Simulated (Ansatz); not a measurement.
Band-structure calculation of FeS2

The run: band-structure calculation of FeS2 (Pnnm, 6 atoms in the cell). Method and program: DFT with r2SCAN, PAW plane waves, no spin polarisation (Ansatz 0.2.0).

The structure derives from an entry of the Crystallography Open Database. Figures and captions count atoms from 1; the log counts them from 0 in places.

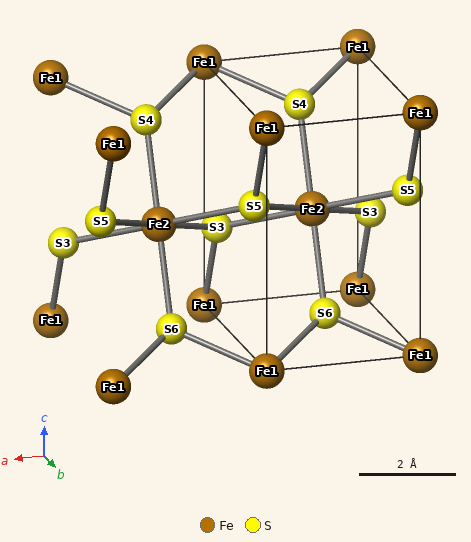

*The input geometry (ball-and-stick view of the cell of the calculation, repeated 2 × 1 × 1, seen at an oblique angle; atoms are numbered from 1 in the order of the input).*

Near neighbours in the crystal (not all of them lie inside the picture): Fe has 6 S at 2.21 to 2.24 Å; S has 3 Fe at 2.21 to 2.24 Å and 1 S at 2.24 Å.

Input:
```yaml
crystal:
  lattice:
    - [3.358443, 0.0, 0.0]
    - [0.0, 4.424774, 0.0]
    - [0.0, 0.0, 5.371516]
  atoms:
    - { symbol: Fe, position: [0.0, 0.0, 0.0] }
    - { symbol: Fe, position: [0.5, 0.5, 0.5] }
    - { symbol: S, position: [0.0, 0.203, 0.375] }
    - { symbol: S, position: [0.5, 0.297, 0.875] }
    - { symbol: S, position: [0.0, 0.797, 0.625] }
    - { symbol: S, position: [0.5, 0.703, 0.125] }
  symmetry: { tolerance: 0.0003 }
kpoints:
  mp_grid: { grid: [8, 6, 5], shift: [0, 0, 0] }
  band_path:
    path:
      - [0.0, 0.0, 0.0]
      - [0.0, 0.5, 0.0]
      - [0.0, 0.5, 0.5]
      - [0.0, 0.0, 0.5]
      - [0.0, 0.0, 0.0]
      - [0.5, 0.0, 0.0]
      - [0.5, 0.5, 0.0]
      - [0.5, 0.5, 0.5]
      - [0.5, 0.0, 0.5]
      - [0.5, 0.0, 0.0]
      - [0.0, 0.5, 0.0]
    npoints: 7
magnetization:
  spin_polarized: false
scf:
  occupations: { method: cold, width: 0.1046 }
  lower_state_search: "off"
  max_iter: 200
hamiltonian:
  pseudopotentials: { kind: paw }
  xc: r2scan
basis:
  ecutwfc: 500
  fft_grid_basis: typed
output:
  forces: true
  stress: true
  eigenvalues: true
  bader: true
  populations: true
  elf: true
  write_potential: true
  volumetric_format: npy
  dos:
    e_range: [-12, 8]
    de: 0.05
    projected: { site_lists: { Fe: [Fe], S: [S] } }
  write_density: true
checkpoint:
  read: saved_state
```

Run on 1 thread of an Arm (aarch64) CPU, shared host.

Launched with:
```bash
ansatz run input.yaml --threads 1 --pin off --max-ram 2560MiB --backend cpu --events-out ev --progress --plain --runs-dir out
```

Output:
```
Engine: ansatz 0.2.0, aarch64-unknown-linux-gnu
Pseudopotentials: kind: paw
Pseudopotential: Fe, paw, valence charge 16, recommended cutoff 500 eV (meta_gga), Fe.paw.azcp
Pseudopotential: S, paw, valence charge 6, recommended cutoff 500 eV (meta_gga), S.paw.azcp
Functional definition: r2SCAN
  parameter k0 = 0.174
  parameter k1 = 0.065
  parameter a1 = 4.9479
  exchange = r2scan_x(k0 = k0, k1 = k1, a1 = a1)
  correlation = r2scan_c
Crystal: 6 atoms, lattice volume = 79.823 Å³
Basis set: ecut = 500 eV, 2015 PW (Γ), exchange–correlation on 100×144×160 points (64 copies of the dense FFT grid, shifted against one another)
Bands: 34, of which v1, the nominal top of the filled ones, is band 28 counted from 1 (27 counted from 0)
Symmetry: 8 space group operations
Space group: Pnnm (ITA 58), of the structure as read, at distance tolerance 1.3e-3 Å
k-points: 60 of 240
Non-local potential: Fe, projectors of the file, l = 0: 3, l = 1: 2, l = 2: 3, l = 3: 1
Non-local potential: S, projectors of the file, l = 0: 2, l = 1: 2, l = 2: 2
PAW form: soft (Blöchl's): semilocal exchange-correlation on the pseudo side does not see the compensation charge
PAW frozen core: Fe, regenerated for the run's functional (the file was generated under x = pbe(κ = 0.804, μ = 0.2195149727645171), c = pbe(β = 0.06672455060314922))
PAW frozen core: S, regenerated for the run's functional (the file was generated under x = pbe(κ = 0.804, μ = 0.2195149727645171), c = pbe(β = 0.06672455060314922))
PAW one-centre angular grid: Fe, 590 points (default); XC on 160 Gauss nodes
PAW one-centre angular grid: S, 302 points (default); XC on 160 Gauss nodes
Initial density: read from a saved state, or passed on in memory by an earlier SCF of this step, an earlier step, the calling program or the single point that the run made first
Initial wavefunctions: pseudopotential atomic-orbital guess
Functional: x = r2scan, c = r2scan; τ floored in thin density (d = 2e-4 eV/Å³)
iter 1 solved again at ethr=2.28e-6 eV; its pass at ethr=3.10e-3 eV (dr2=1.27e-3 eV) is discarded
SCF iter   1: F=—  HF=-12598.098278 eV  |F-HF|=—  |Δ(HF+E_count)|=         —  Δρ=4.50e-3  dr2=1.26e-3  dr2_τ=8.69e-3  ethr=2.28e-6  ⟨swp⟩=2.3  Hψ=12654  notcnv=0
preconditioner: auto → Resta (q_TF=auto, 2.572 Å⁻¹)  ε∞=11.6  [insulator: Δε(μ)=1.369 eV  Ē_g=8.089 eV  σ=0.105 eV  W_gap=1.00  n_scr=20 (ndim 8)  ℏωp=26.3 eV  f_vac=0.000  D(μ)=-0.00/eV (n_scr^D=0)  ε∞_Penn≈11.6]
SCF iter   2: F=—  HF=-12598.136642 eV  |F-HF|=—  |Δ(HF+E_count)|=   3.84e-2  S|Δr|=    0.00e0  Δρ=2.43e-3  dr2=4.66e-4  dr2_τ=7.24e-4  ethr=2.24e-6  ⟨swp⟩=2.0  Hψ=3745  notcnv=0
SCF iter   3: F=—  HF=-12598.139849 eV  |F-HF|=—  |Δ(HF+E_count)|=   3.21e-3  S|Δr|=    0.00e0  Δρ=1.34e-3  dr2=8.83e-4  dr2_τ=1.02e-4  ethr=8.32e-7  ⟨swp⟩=2.0  Hψ=3720  notcnv=0
SCF iter   4: F=—  HF=-12598.140255 eV  |F-HF|=—  |Δ(HF+E_count)|=   4.06e-4  S|Δr|=    0.00e0  Δρ=1.53e-4  dr2=8.23e-6  dr2_τ=1.14e-6  ethr=8.32e-7  ⟨swp⟩=2.9  Hψ=3639  notcnv=0
SCF iter   5: F=—  HF=-12598.140261 eV  |F-HF|=—  |Δ(HF+E_count)|=   5.21e-6  S|Δr|=    0.00e0  Δρ=4.27e-5  dr2=1.51e-6  dr2_τ=3.28e-7  ethr=1.47e-8  ⟨swp⟩=2.0  Hψ=3240  notcnv=0
SCF iter   6: F=-12598.140264 eV  HF=-12598.140263 eV  |F-HF|=4.30e-7  |Δ(HF+E_count)|=   2.66e-6  S|Δr|=    0.00e0  Δρ=1.84e-5  dr2=7.24e-8  dr2_τ=3.83e-8  ethr=1.79e-10  ⟨swp⟩=7.3  Hψ=15018  notcnv=0
SCF 1 converged in 6 iterations: F = -12598.140264 eV  dr2 = 7.24e-8
  greatest PAW one-centre occupation: 1.001 electrons in one spin orbital (limit 2), on the Fe atom at site 1 (counted from 0), in its partial waves of l = 1
NSCF: frozen V_eff on 71 k-points
SCF converged after 6 iterations
Stability not checked: this state was not tested for a lower state beside it, because cold or Methfessel-Paxton smearing, or corrected tetrahedra, fill the levels in a way that the test cannot read (fill_not_monotonic; see scf.lower_state_search)
Free energy (F): -12598.140264 eV
Harris-Foulkes:  -12598.140263 eV  (|F-HF|=4.30e-7)
Internal energy: -12598.140264 eV  (E = F + TS)
E sigma→0 (E₀):  -12598.140264 eV
Fermi energy:    13.395448 eV
Step filling:    the computed levels leave a gap of 1.3712 eV = 13.1 smearing widths at the electron count; against every level under it full and every level over it empty, smearing changes F+E_penalty+E_count by -8.37e-23 meV and its σ→0 estimate by -8.27e-20 meV
--- Per-component energies (eV) ---
  E_band       = -524.374670
  E_kinetic    = 1148.853069
  E_local      = -6127.045022  (includes V_loc(G=0)·N_el)
  E_nonlocal   = 545.346943
  E_hartree    = 2621.190336
  E_xc         = -600.270310
  E_vxc        = -724.339615  (∫ρ·V_xc dr)
  E_paw        = -5188.921034  (= ΣΔE_a)
  E_vpaw       = -651.724334  (= ΣTr[D̂ρ^β])
  E_aug_tail   = 0.000509  (compensation charges beyond the density's cutoff)
  E_vtau       = 42.138872  (kinetic-family band-sum trace: ∫τ·v_τ [+ j·A + Jᵃ·Aᵃ] dr)
  E_ewald      = -4996.276739
  E_core_change = -1.018017  (= ΣΔE_core)
  E_smearing   = 0.000000  (= −TS)
  E_closure    = 0.000000  (closes the sum)
  Σ components = -12598.140264   (vs F -12598.140264, Δ=0.00e0)
--- Forces (eV/Å), atoms counted from 1 ---
  atom   1  Fe     0.00000000    -0.00000000    -0.00000000
  atom   2  Fe     0.00000000     0.00000000     0.00000000
  atom   3  S     -0.00000000    -0.10293772     0.20446945
  atom   4  S      0.00000000     0.10293772     0.20446945
  atom   5  S      0.00000000     0.10293772    -0.20446945
  atom   6  S      0.00000000    -0.10293772    -0.20446945
  max |Σ_I F_I| component: 5.55e-17 eV/Å
--- Stress (GPa, compression-positive) ---
        2.464205       0.000000       0.000000
        0.000000       1.159848       0.000000
        0.000000       0.000000       2.585365
  P = ⅓ Tr σ = 2.0698 GPa (20.698 kbar)
--- Band table (eV; the first three rows and the last of 60) ---
  k-point 0: bands = ["-76.9792", "-76.9790", "-41.8507", "-41.8491", "-41.7001", "-41.6999", "-41.6674", "-41.6663", "-4.9318", "-2.3904", "-0.4213", "0.3587", "4.6784", "6.2586", "6.8900", "7.5421", "8.3802", "8.4042", "8.9179", "9.1292", "9.1448", "11.1279", "11.1990", "11.5384", "11.6273", "11.8191", "11.8632", "12.2629", "14.0698", "14.4742", "15.6996", "16.2099", "16.5388", "16.8503"]
  k-point 1: bands = ["-76.9792", "-76.9790", "-41.8505", "-41.8492", "-41.7001", "-41.6999", "-41.6673", "-41.6664", "-4.7658", "-2.7981", "-0.1924", "0.3567", "4.7472", "6.4688", "6.5703", "7.7465", "7.8576", "8.4389", "8.8547", "9.2350", "9.8751", "10.6371", "11.3168", "11.6216", "11.6433", "11.9688", "12.0289", "12.0882", "14.0069", "14.3468", "15.6909", "16.0636", "16.0769", "16.4338"]
  k-point 2: bands = ["-76.9791", "-76.9791", "-41.8501", "-41.8496", "-41.7000", "-41.7000", "-41.6670", "-41.6667", "-4.2890", "-3.5747", "0.1357", "0.3114", "5.0113", "5.6193", "7.1543", "7.5295", "8.5249", "8.5448", "8.7037", "9.5400", "9.7172", "10.0191", "11.4582", "11.6566", "11.7348", "11.7354", "12.2064", "12.3212", "14.0492", "14.1473", "15.5105", "15.5806", "15.9664", "16.1712"]
  k-point 59: bands = ["-76.9786", "-76.9786", "-41.8491", "-41.8491", "-41.6984", "-41.6984", "-41.6800", "-41.6800", "-2.5654", "-2.5654", "-0.4910", "-0.4910", "5.1227", "5.1227", "5.3939", "5.3939", "8.7706", "8.7706", "8.9727", "8.9727", "9.7322", "9.7322", "11.2820", "11.2820", "11.9471", "11.9471", "12.1833", "12.1833", "14.5643", "14.5643", "15.0528", "15.0528", "16.0144", "16.0144"]
--- Löwdin populations: 6 sites ---
  site symbol       q [e]
     0     Fe     15.6902
     1     Fe     15.6902
     2      S      5.9965
     3      S      5.9965
     4      S      5.9965
     5      S      5.9965
  spilling = 0.011309 (of n_electrons = 56.000000)
--- Bader charges: 6 sites ---
  site symbol  charge [e]  shift [e]
     0     Fe      0.7991     0.0035
     1     Fe      0.7991     0.0035
     2      S     -0.3996     0.0017
     3      S     -0.3996     0.0017
     4      S     -0.3996     0.0017
     5      S     -0.3995     0.0017
  estimated error of the sums over rays = 7.0e-4 e
```

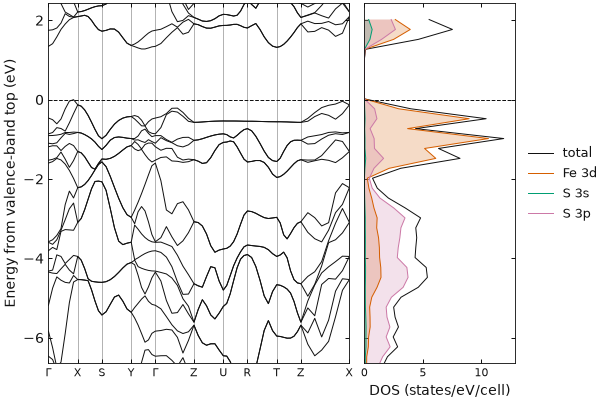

*Band structure along Γ–X–S–Y–Γ–Z–U–R–T–Z–X and density of states (projected on Löwdin-orthogonalised atomic shells), with energies from the valence-band top.*

There is a gap of 1.28 eV on this path, indirect, from between Γ and X to between Y and Γ.

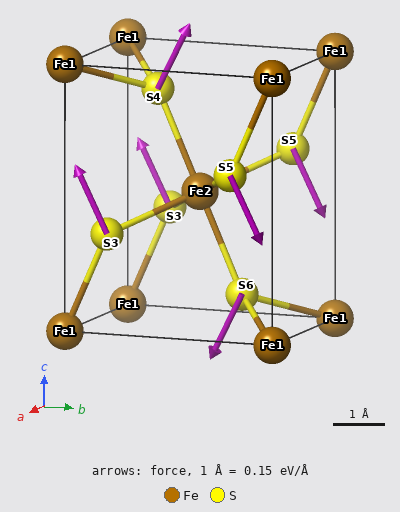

*Forces on the atoms as pink arrows (ball-and-stick view of the cell of the calculation, seen slightly off an axis; atoms are numbered from 1 in the order of the input).*

The largest act on all 4 S atoms (0.23 eV/Å). The geometry is not a stationary point of this energy.

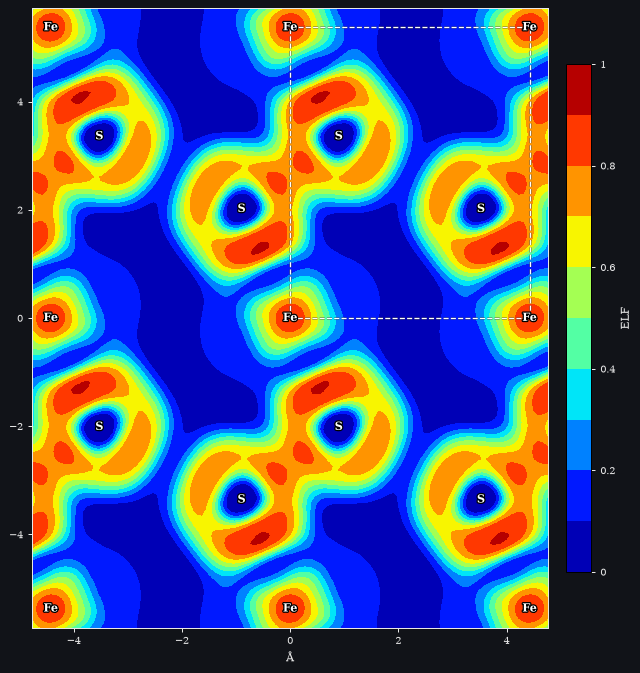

*ELF on the (001) plane of the conventional cell.*

The section cuts through Fe and S sites. Fe–S (2.21 Å): the ELF is about 0.55 at the midpoint. The strong features right at Fe lie inside the PAW spheres (semicore, d or f shells) and say nothing about bonding. The fields are those of the smooth PAW valence density.

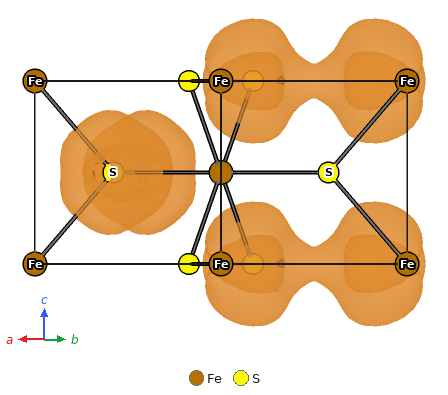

*Isosurface of the ELF at 0.7 (orange), seen along [110]. Core shells and regions of very low density are left out. Sticks mark near contacts. The outline is the cell set on symmetry axes.*

Values along the shortest contacts: Fe–S (2.21 Å): the ELF is about 0.55 at the midpoint. S–S (2.24 Å): the ELF peaks at about 0.85 between the atoms (localised, shared-pair bonding).

Summary:

| quantity | value |
| --- | --- |
| outcome | converged |
| space group (tolerance 0.01 Å) | Pnnm (58) |
| electrons treated | 56 |
| free energy | −12598.1403 eV |
| Fermi energy | 13.395 eV |
| gap on the k-point mesh | 1.37 eV |
| pressure | 2.07 GPa |
| largest force (length of the vector) | 0.229 eV/Å |
| wall time | 86 s |
| peak memory | 0.58 GiB |
